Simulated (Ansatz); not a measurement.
A periodic structure is given below.

```xyz
16
Lattice="5.6941 0.0000 0.0000 0.0000 5.6941 0.0000 0.0000 0.0000 5.6941" Properties=species:S:1:pos:R:3 pbc="T T T"
Fe    0.0000    0.0000    0.0000
Fe    1.4235    1.4235    4.2706
Fe    1.4235    4.2706    1.4235
Fe    4.2706    1.4235    1.4235
Fe    1.4235    1.4235    1.4235
Co    2.8471    0.0000    0.0000
Co    0.0000    0.0000    2.8471
Co    0.0000    2.8471    0.0000
Fe    2.8471    2.8471    2.8471
Fe    4.2706    4.2706    1.4235
Fe    4.2706    1.4235    4.2706
Fe    1.4235    4.2706    4.2706
Fe    4.2706    4.2706    4.2706
Co    0.0000    2.8471    2.8471
Co    2.8471    2.8471    0.0000
Co    2.8471    0.0000    2.8471
```

**What would you see if this were drawn?**

The formula is Fe₅Co₃. The atoms follow space group Im-3m (No. 229); the Bravais lattice is body-centred cubic. With Z = 2, the cell contains 10 Fe, 6 Co. Co is coordinated by eight Fe in a cubic arrangement at 2.47 Å. Fe takes two kinds of site: 2a with eight Fe in a cubic arrangement at 2.47 Å; 8c with six Co and two Fe in a cubic arrangement (2.47 Å to Co, 2.47 Å to Fe). Not all metal-metal contacts are counted. The bonds build a three-dimensional framework.

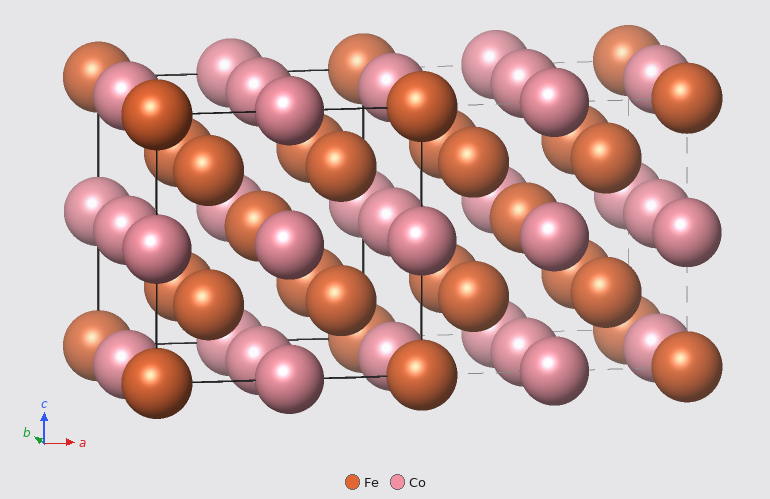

Structure drawing (spheres-only), viewed slightly off an axis. The drawing covers 2×1×1 cells, and the solid lines enclose one conventional unit cell. Colours: iron orange, cobalt pink.

Provenance: a structure listed in the Materials Project. It is drawn as it came out of a relaxation with DFT PBE, scalar-relativistic, plane waves, PAW in Ansatz.
